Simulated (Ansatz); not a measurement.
**Field-gradient calculation, with input and output: La₂O₃**

The run: field-gradient calculation of La₂O₃ (P1, 5 atoms in the cell). Method and program: DFT, PBE, PAW with Ansatz's default frozen-core files, scalar-relativistic, no spin polarisation (Ansatz 0.2.0).

The structure derives from an entry of the Crystallography Open Database. It belongs to a series of runs on one base structure; here: equal xy, yz and zx shear strains of +2 %, PAW files. Figures and captions count atoms from 1; the log counts them from 0 in places.

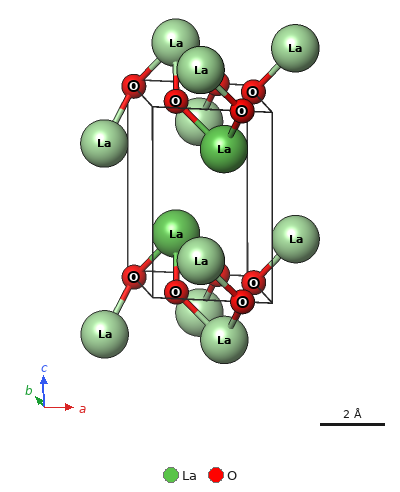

*The structure as given in the input (ball-and-stick view of the cell of the calculation, seen slightly off an axis; neighbours outside the cell are drawn fainter).*

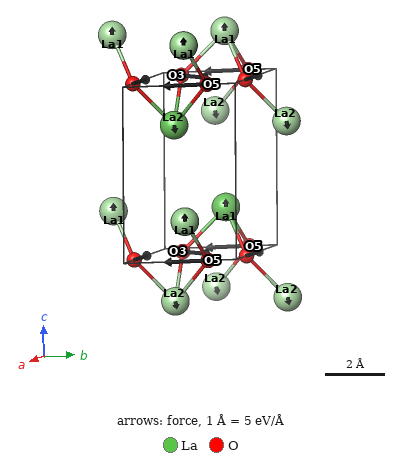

*Forces on the atoms as black arrows (ball-and-stick view of the cell of the calculation, seen slightly off an axis; neighbours outside the cell are drawn fainter; atoms are numbered from 1 in the order of the input).*

The largest act on O5 (7.83 eV/Å); O3 (7.82 eV/Å); O4 (7.62 eV/Å). The geometry is not a stationary point of this energy.

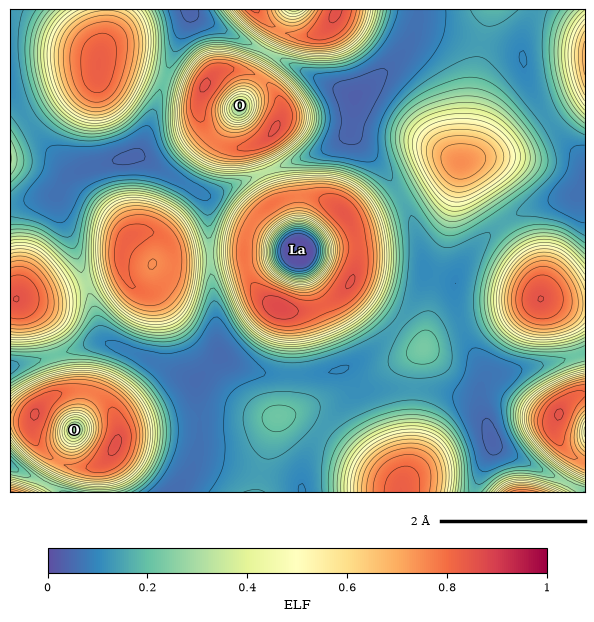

*Electron localisation function on the (111) plane of the conventional cell.*

La–O (2.16 Å): the ELF peaks at about 0.85 in the valence shell of O, 0.6 Å from its nucleus, and drops to about 0.35 between the two atoms. The strong features right at La lie inside the PAW spheres (semicore, d or f shells) and say nothing about bonding. Core electrons are frozen (PAW), so the fields are smoothed inside the atomic spheres.

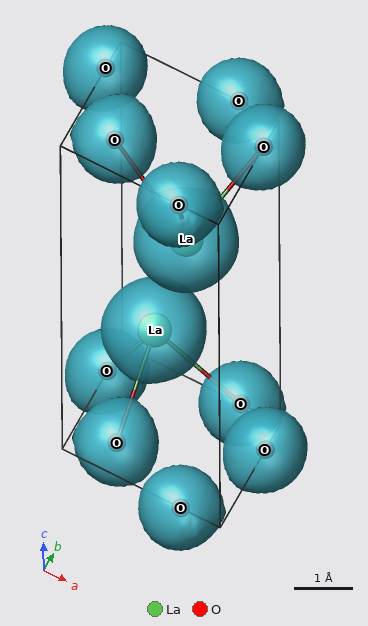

*Isosurface of the valence charge density (pseudo) at 1 e/Å³ (cyan), seen at an oblique angle. Sticks mark near contacts. The outline is the cell set on symmetry axes.*

At this value the density breaks into separate islands; it holds about 60 % of the electrons treated as valence (semicore included). It is pinched off along the La–O (2.12 Å) and La–O (2.18 Å) contacts. On the grid the lowest density along these lines, outside the cores, is 0.8 e/Å³ (La–O, 2.12 Å) and 0.71 e/Å³ (La–O, 2.18 Å).

These pictures come from the run below.

**The input**
```yaml
crystal:
  lattice:
    - [3.9300000706, 0.0393000007, 0.0393000007]
    - [-1.9309652363, 3.3838298976, 0.0143847986]
    - [0.0612, 0.0612, 6.12]
  atoms:
    - { symbol: La, position: [0.3333333333, 0.6666666667, 0.25] }
    - { symbol: La, position: [0.6666666667, 0.3333333333, 0.75] }
    - { symbol: O, position: [0.25, 0.25, 0.0] }
    - { symbol: O, position: [0.75, 0.0, 0.0] }
    - { symbol: O, position: [0.0, 0.75, 0.0] }
kpoints:
  mp_grid: { grid: [6, 6, 4] }
scf:
  occupations: { method: fermi_dirac, width: 0.02 }
hamiltonian:
  xc: pbe
  pseudopotentials: { kind: paw }
output:
  forces: true
  stress: true
  eigenvalues: true
  efg: { contact_densities: true }
  write_density: true
  write_potential: true
  elf: true
  volumetric_format: npy
```

Launch command:
```bash
ansatz run input.yaml --threads 2 --pin off --max-ram 6144MiB --backend cpu --events-out ev --progress --plain --runs-dir out
```

**The program's output**
```
La: output.efg is read without spin–orbit coupling, which moves field gradients at and beside such atoms by some per cent and up to a factor of two; PAW files take it under magnetization.noncollinear and magnetization.spin_orbit
Engine: ansatz 0.2.0, x86_64-unknown-linux-gnu
Pseudopotentials: kind: paw
Pseudopotential: La, paw, valence charge 11, recommended cutoff 420 eV (normal), La.paw.azcp
Pseudopotential: O, paw, valence charge 6, recommended cutoff 420 eV (normal), O.paw.azcp
Functional definition: PBE
  parameter kappa = 0.804
  parameter beta = 0.06672455060314922
  exchange = pbe_x(kappa = kappa, mu = beta*pi^2/3)
  correlation = pbe_c(beta = beta)
Crystal: 5 atoms, lattice volume = 81.835 Å³
Basis set: ecut = 420 eV, 1613 PW (Γ), exchange–correlation on 54×54×90 points (8 copies of the dense FFT grid, shifted against one another)
Bands: 25, of which v1, the nominal top of the filled ones, is band 20 counted from 1 (19 counted from 0)
Symmetry: 1 space group operations
Space group: P1 (ITA 1), of the structure as read, at distance tolerance 4.3e-5 Å
k-points: 76 of 144 (time reversal used)
Non-local potential: La, projectors of the file, l = 0: 3, l = 1: 2, l = 2: 2, l = 3: 3
Non-local potential: O, projectors of the file, l = 0: 2, l = 1: 2, l = 2: 1
PAW form: soft (Blöchl's): semilocal exchange-correlation on the pseudo side does not see the compensation charge
PAW one-centre angular grid: La, 590 points (default); XC on 64 Gauss nodes
PAW one-centre angular grid: O, 110 points (default); XC on 64 Gauss nodes
Initial density: superposition of atomic densities (neutral atoms: chi_scale 0, normalization atom), corrected by the library's trained network
Initial wavefunctions: pseudopotential atomic-orbital guess
Functional: x = pbe(κ = 0.804, μ = 0.2195149727645171), c = pbe(β = 0.06672455060314922)
SCF iter   1: F=—  HF=-14197.282665 eV  |F-HF|=—  |Δ(HF+E_count)|=         —  Δρ=3.31e-2  dr2=2.14e0  ethr=1.77e-3  ⟨swp⟩=6.8  Hψ=9845  notcnv=0
preconditioner: auto → Kerker (q_TF=auto, 2.421 Å⁻¹)  [metal: Δε(μ)=0.003 eV  Ē_g=12.252 eV  σ=0.020 eV  W_gap=0.04  n_scr=22 (ndim 8)  ℏωp=24.6 eV  f_vac=0.000  D(μ)=4.67/eV (n_scr^D=40)]
SCF iter   2: F=—  HF=-14197.171180 eV  |F-HF|=—  |Δ(HF+E_count)|=   1.11e-1  Δρ=5.95e-3  dr2=7.06e-2  ethr=1.77e-3  ⟨swp⟩=2.1  Hψ=2867  notcnv=0  defer=1
SCF iter   3: F=—  HF=-14197.166374 eV  |F-HF|=—  |Δ(HF+E_count)|=   4.81e-3  Δρ=3.43e-3  dr2=1.68e-2  ethr=1.76e-4  ⟨swp⟩=2.8  Hψ=2330  notcnv=0  defer=1
SCF iter   4: F=—  HF=-14197.164755 eV  |F-HF|=—  |Δ(HF+E_count)|=   1.62e-3  Δρ=7.22e-4  dr2=3.65e-4  ethr=4.20e-5  ⟨swp⟩=3.3  Hψ=3916  notcnv=0  defer=1
SCF iter   5: F=—  HF=-14197.164791 eV  |F-HF|=—  |Δ(HF+E_count)|=   3.67e-5  Δρ=2.85e-4  dr2=1.19e-4  ethr=9.12e-7  ⟨swp⟩=2.0  Hψ=2640  notcnv=0  defer=1
SCF iter   6: F=—  HF=-14197.164801 eV  |F-HF|=—  |Δ(HF+E_count)|=   1.00e-5  Δρ=1.04e-4  dr2=1.56e-5  ethr=2.97e-7  ⟨swp⟩=1.9  Hψ=2551  notcnv=0  defer=1
SCF iter   7: F=—  HF=-14197.164409 eV  |F-HF|=—  |Δ(HF+E_count)|=   3.92e-4  Δρ=3.48e-5  dr2=9.24e-7  ethr=3.89e-8  ⟨swp⟩=2.1  Hψ=2814  notcnv=0  defer=1
SCF iter   8: F=-14197.164409 eV  HF=-14197.164409 eV  |F-HF|=3.42e-8  |Δ(HF+E_count)|=   5.62e-9  Δρ=1.06e-5  dr2=8.53e-8  ethr=2.50e-10  ⟨swp⟩=11.2  Hψ=15553  notcnv=0
SCF 1 converged in 8 iterations: F = -14197.164409 eV  dr2 = 8.53e-8
  greatest PAW one-centre occupation: 0.973 electrons in one spin orbital (limit 2), on the La atom at site 0 (counted from 0), in its partial waves of l = 0
SCF converged after 8 iterations
Free energy (F): -14197.164409 eV
Harris-Foulkes:  -14197.164409 eV  (|F-HF|=3.42e-8)
Internal energy: -14197.157622 eV  (E = F + TS)
E sigma→0 (E₀):  -14197.161016 eV
Entropy (-TS):   -0.006786 eV (-1.357 meV/atom)
Fermi energy:    12.764226 eV
--- Per-component energies (eV) ---
  E_band       = -4.702331
  E_kinetic    = 937.365598
  E_local      = -2550.779703  (includes V_loc(G=0)·N_el)
  E_nonlocal   = 342.537620
  E_hartree    = 1044.898190
  E_xc         = -506.937365
  E_vxc        = -587.129384  (∫ρ·V_xc dr)
  E_paw        = -11309.710522  (= ΣΔE_a)
  E_vpaw       = -236.505440  (= ΣTr[D̂ρ^β])
  E_aug_tail   = 0.007197  (compensation charges beyond the density's cutoff)
  E_ewald      = -2154.538637
  E_smearing   = -0.006786  (= −TS)
  E_closure    = 0.000000  (closes the sum)
  Σ components = -14197.164409   (vs F -14197.164409, Δ=0.00e0)
--- Forces (eV/Å), atoms counted from 1 ---
  atom   1  La    -0.11736312    -0.04325428     1.43393919
  atom   2  La     0.04285544     0.26999474    -1.44853223
  atom   3  O      3.89687233     6.76991910     0.31194533
  atom   4  O     -7.61626415    -0.14623779    -0.19626324
  atom   5  O      3.79399017    -6.85017106    -0.10108466
  max |Σ_I F_I| component: 2.51e-4 eV/Å
--- Stress (GPa, compression-positive) ---
       53.478997       0.324294      -0.007811
        0.324296      52.809020      -0.549337
       -0.007811      -0.549337      18.670390
  P = ⅓ Tr σ = 41.6528 GPa (416.528 kbar)
--- PAW observables at the nuclei: V_zz in 10²¹ V/m², potentials from the cell's mean, atoms counted from 1 ---
  atom   1  La V_zz =   -19.205168   η = 0.0479   by run symmetry: allowed
            electrostatic potential = -9879.140306 V   contact ρ = 2247103.188675 e/Å³
  atom   2  La V_zz =   -19.195982   η = 0.0750   by run symmetry: allowed
            electrostatic potential = -9879.143186 V   contact ρ = 2247103.228258 e/Å³
  atom   3  O  V_zz =    +7.344047   η = 0.9447   by run symmetry: allowed
            electrostatic potential = -628.891572 V   contact ρ = 2164.087746 e/Å³
  atom   4  O  V_zz =    +8.226514   η = 0.8212   by run symmetry: allowed
            electrostatic potential = -628.806709 V   contact ρ = 2164.127931 e/Å³
  atom   5  O  V_zz =    +8.624886   η = 0.8684   by run symmetry: allowed
            electrostatic potential = -628.736767 V   contact ρ = 2164.150053 e/Å³
--- Band table (eV; the first three rows and the last of 76) ---
  k-point 0: bands = ["-19.6941", "-19.2976", "-10.7805", "-6.3771", "-6.0993", "-3.3728", "-3.3406", "-3.2462", "-2.9307", "-1.7602", "-1.6238", "5.2196", "5.7359", "5.7964", "5.8656", "8.3773", "8.4789", "10.5713", "11.4467", "13.5123", "13.5750", "13.7723", "14.4328", "14.6060", "15.1174"]
  k-point 1: bands = ["-19.6596", "-19.3374", "-10.7493", "-6.3774", "-6.0962", "-3.6432", "-3.3847", "-3.3047", "-2.5827", "-1.7833", "-1.6292", "5.3699", "5.7448", "5.7993", "5.8626", "8.3888", "8.5287", "10.2515", "11.9101", "12.8170", "13.5456", "13.7870", "14.4881", "14.7691", "14.9699"]
  k-point 2: bands = ["-19.6135", "-19.3888", "-10.7177", "-6.3774", "-6.0933", "-3.8616", "-3.3483", "-3.3346", "-2.4013", "-1.7683", "-1.6681", "5.6043", "5.7164", "5.7762", "5.8408", "8.4493", "8.5290", "10.0973", "12.0220", "12.4723", "13.5583", "13.8042", "14.6900", "14.8466", "14.8829"]
  k-point 75: bands = ["-19.3863", "-19.3419", "-10.6218", "-7.5487", "-6.8971", "-3.8380", "-3.6541", "-3.4716", "-2.9830", "-1.2567", "-0.7320", "4.8027", "6.1338", "6.2783", "7.0085", "8.9697", "9.5619", "11.2391", "11.3312", "12.2775", "12.6790", "13.3283", "13.8490", "15.0191", "15.5462"]
```

**File rho_z.tsv**
```
# z_ang	rho[e/angstrom^3]
# format = ansatz-planar-average/11
# lattice	3.930000071	0.039300001	0.039300001
# lattice	-1.930965236	3.383829898	0.014384799
# lattice	0.061200000	0.061200000	6.120000000
# sites	5
# site	57	0.037989866	2.284286599	1.552689866
# site	57	2.022244968	1.200043300	4.620994933
# site	8	0.499758709	0.855782475	0.013421200
# site	8	2.947500053	0.029475001	0.029475001
# site	8	-1.448223927	2.537872423	0.010788599
0.000000	1.514965e0
0.136014	1.436317e0
0.272027	1.211488e0
0.408041	9.106733e-1
0.544054	6.530416e-1
0.680068	5.024493e-1
0.816082	4.395908e-1
0.952095	4.250137e-1
1.088109	4.306652e-1
1.224122	4.415595e-1
1.360136	4.531511e-1
1.496150	4.605424e-1
1.632163	4.580785e-1
1.768177	4.429335e-1
1.904190	4.148909e-1
2.040204	3.729879e-1
2.176218	3.167674e-1
2.312231	2.521268e-1
2.448245	1.905366e-1
2.584258	1.421598e-1
2.720272	1.099654e-1
2.856286	9.167633e-2
2.992299	8.361844e-2
3.128313	8.362098e-2
3.264326	9.168358e-2
3.400340	1.099761e-1
3.536354	1.421714e-1
3.672367	1.905448e-1
3.808381	2.521266e-1
3.944394	3.167560e-1
4.080408	3.729686e-1
4.216422	4.148739e-1
4.352435	4.429302e-1
4.488449	4.580922e-1
4.624462	4.605627e-1
4.760476	4.531602e-1
4.896490	4.415454e-1
5.032503	4.306310e-1
5.168517	4.249745e-1
5.304530	4.395641e-1
5.440544	5.024466e-1
5.576558	6.530668e-1
5.712571	9.107246e-1
5.848585	1.211556e0
5.984598	1.436371e0
```

**Key numbers**

```csv
quantity,value
outcome,converged
space group (tolerance 0.01 Å),P1 (1)
electrons treated,40
free energy,−14197.1644 eV
Fermi energy,12.764 eV
pressure,41.65 GPa
field gradient V_zz (10²¹ V/m²),"La −19.21, La −19.20, O 7.34, O 8.23, O 8.62"
largest force (length of the vector),7.831 eV/Å
hardware,"2 threads of Intel Xeon (Sapphire Rapids), 64 GiB of memory available, shared host"
wall time,8.4 s (CPU time 15 s)
peak memory,0.52 GiB
```

Warnings of the run: the field gradients leave out spin–orbit coupling.
